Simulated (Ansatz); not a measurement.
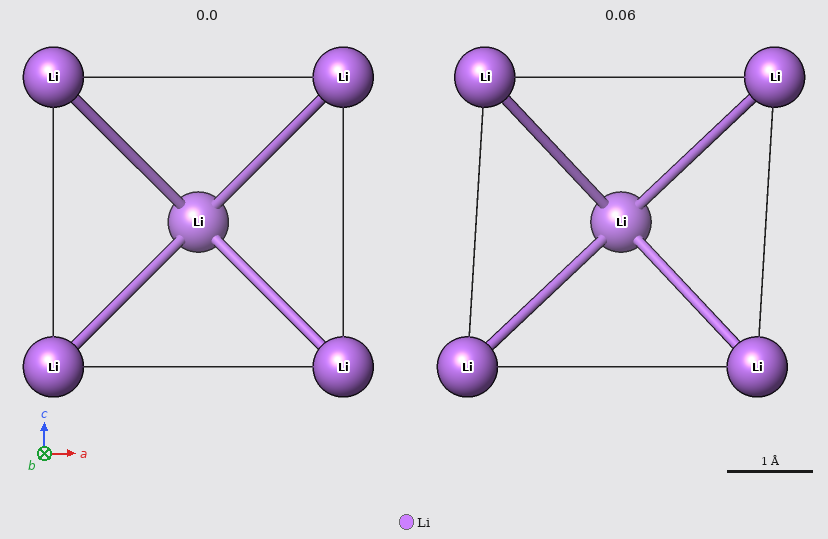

Solid Li (set up in Im-3m), under shear of c along a (cell held, atoms fixed by symmetry), with energies (extrapolated to zero smearing) counted from the relaxed crystal, which is the row at zero. The picture shows the first and the last member. The picture is a ball-and-stick view of the cell of the calculation, seen along the b axis.

Computed with Ansatz 0.2.0: DFT PBEsol, scalar-relativistic, plane waves, PAW. Settings: plane-wave cutoff 420 eV; k-point mesh 16 × 16 × 16; occupations gaussian; smearing width 0.1 eV; no spin polarisation.

| strain | energy (meV/atom) | a (Å) | c (Å) |
| --- | --- | --- | --- |
| 0.0 | 0.00 | 3.431 | 3.431 |
| 0.01 | 0.06 | 3.431 | 3.432 |
| 0.02 | 0.25 | 3.431 | 3.432 |
| 0.03 | 0.57 | 3.431 | 3.433 |
| 0.04 | ? | ? | ? |
| 0.06 | 2.36 | 3.431 | 3.438 |

> Estimate the missing row from the others, and compare with the calculation.

A parabola through three neighbouring rows (0.02, 0.03, 0.06) gives, with Lagrange weights, (−0.5000)(0.25) + (1.3333)(0.57) + (0.1667)(2.36) = 1.03 meV/atom. The calculation gives 1.02 meV/atom (a = 3.431 Å, c = 3.434 Å). The estimate is 0.01 meV/atom too high. From the first member to the last: Li–Li 2.972 → 3.032 Å, Li–Li 2.972 → 2.913 Å.

The whole series:

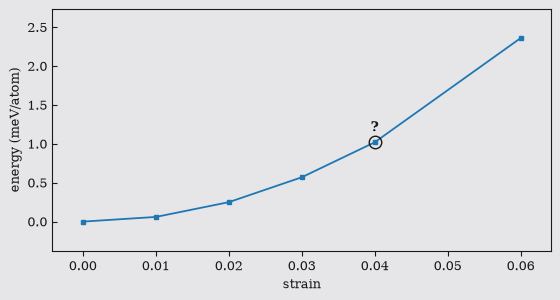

Each member starts from this one structure; whether another phase lies lower wasn't checked.
